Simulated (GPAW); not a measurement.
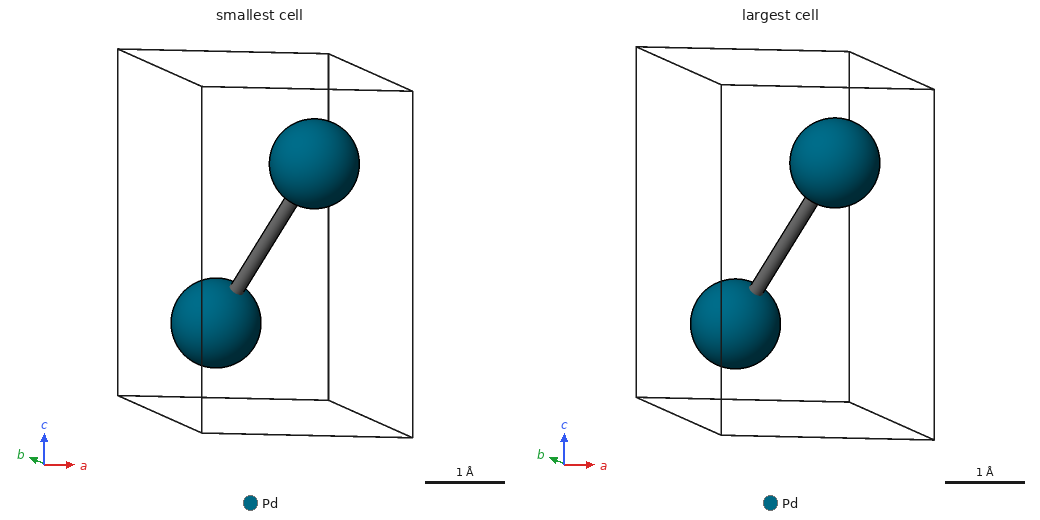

Pd, hexagonal close-packed (Mg type), space group P6₃/mmc (No. 194), relaxed (cell and atoms, zero pressure) with five choices of dispersion term on top of PBEsol; the smallest and the largest of the relaxed conventional cells are drawn to one scale (sticks follow a distance rule). The start was a structure listed in the Materials Project. This isn't the form of Pd at room conditions, which is fcc.

Alike in all runs: GPAW 26.7.0; functional PBEsol; potentials PAW data sets generated in the run's folder for this functional; cutoff 600 eV; k mesh 8 × 8 × 4 on the run's cell of 2 atoms; occupations fermi-dirac, width 0.05 eV; no spin polarisation; no spin-orbit coupling. All runs are metallic.

| level | volume (Å³/atom) | a (Å) | c (Å) |
| --- | --- | --- | --- |
| none | 14.67 | 2.730 | 4.546 |
| D4 | 14.46 | 2.717 | 4.524 |
| D3(BJ) | 14.18 | 2.699 | 4.494 |
| D3 | 14.23 | 2.702 | 4.501 |
| D3(BJ)-ATM | ? | ? | ? |

### Fill in the row of D3(BJ)-ATM.

Volume 14.30 Å³/atom; a 2.707 Å; c 4.508 Å. That is between D3 and D4 in volume.

### Order the levels by the relaxed volume, smallest first.

D3(BJ) (14.18 Å³/atom), D3 (14.23 Å³/atom), D3(BJ)-ATM (14.30 Å³/atom), D4 (14.46 Å³/atom), none (14.67 Å³/atom). Rows within a few tenths of a per cent can't be told apart.

Caveat: later steps reuse the first step's grids; pairwise dispersion terms can overbind metals strongly.
